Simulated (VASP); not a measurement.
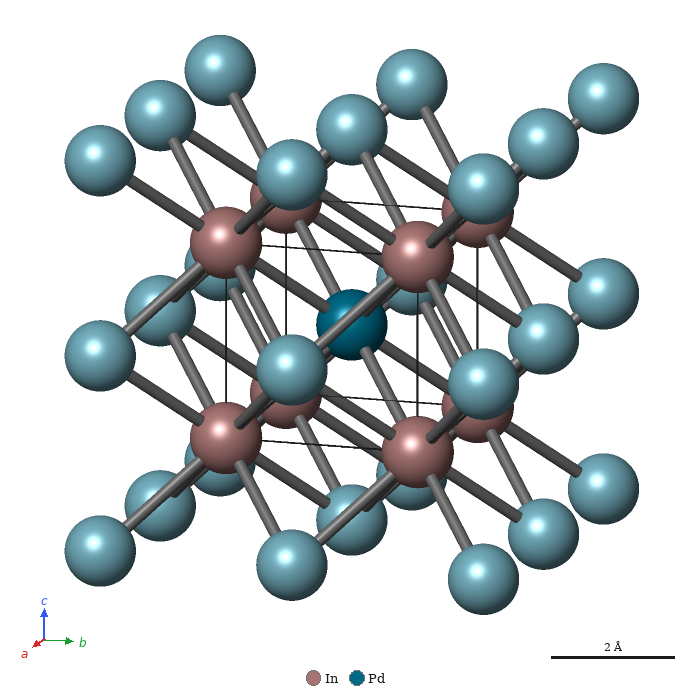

InPd, caesium chloride (CsCl, B2) type, space group Pm-3m (No. 221), a = 3.272 Å, b = 3.272 Å, c = 3.272 Å, α = 90.00°, β = 90.00°, γ = 90.00°. Crystal structure, ball-and-stick style, seen slightly off an axis. The outline marks the conventional unit cell. Bonded neighbours in the next cells are drawn too, in fainter colours. This one geometry was run with nine functionals. The cell is a structure listed in the Materials Project. It needn't be the stable form of this composition.

Alike in all runs: VASP 6.6.1; VASP's PAW PBE potentials, release 64 (In_d, Pd); cutoff 520 eV; k mesh 8 × 8 × 8 on the run's cell of 2 atoms; occupations fermi-dirac, width 0.05 eV; no spin polarisation; no spin-orbit coupling. All runs are metallic.

```tsv
level	pressure (GPa)
MS2	-2.8
LAK	9.1
rSCAN	?
PBEsol	-2.8
RPBE	7.2
revPBE	6.2
PW91	4.2
r2SCAN	0.0
revTPSS	-3.1
```

What does rSCAN give?

Pressure -0.3 GPa. That is between PBEsol and r2SCAN in pressure.

Order the levels by the equilibrium volume that these pressures point to, smallest first.

revTPSS (-3.1 GPa), MS2 and PBEsol (-2.8 GPa), rSCAN (-0.3 GPa), r2SCAN (0.0 GPa), PW91 (4.2 GPa), revPBE (6.2 GPa), RPBE (7.2 GPa), LAK (9.1 GPa). A higher pressure at one volume points to a larger equilibrium volume, as long as the bulk moduli are alike; rows a few tenths of a GPa apart can't be told apart.

Caveat: rows whose functional differs from that of their potentials carry a shift in pressure and volume, which can reorder them.
